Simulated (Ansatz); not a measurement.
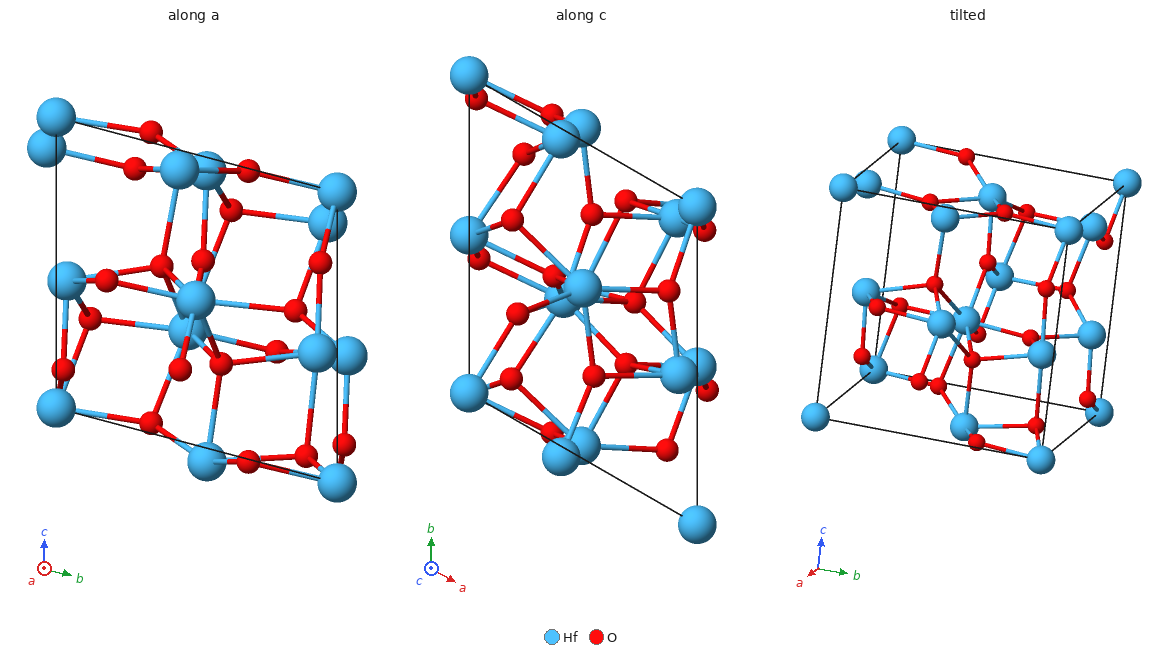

The image is a ball-and-stick drawing of a crystal, viewed along the a axis, along the c axis and slightly off an axis. The cell (the run's own, in a reduced setting) is outlined; an atom on or near a face, edge or corner is repeated at each equivalent position. Cell: a = 6.698 Å, b = 7.244 Å, c = 7.244 Å, α = 90.63°, β = 116.29°, γ = 116.29°.

Give a description of the structure.

- Chemical formula Hf$_{8}$O$_{15}$.
- The atoms as placed leave only P1.
- It has 23 atoms to the cell (8 Hf, 15 O).
- The bonds build a three-dimensional framework.

The initial geometry was a structure listed in the Materials Project, repeated into a supercell with a point defect put in. The atoms were relaxed in a fixed cell with DFT, PBE, plane-wave PAW, scalar-relativistic in Ansatz 0.2.0.

At this level of theory the cell isn't at rest (compressed, at 9 GPa), so its distances can differ from those at equilibrium, the more so the softer the solid.
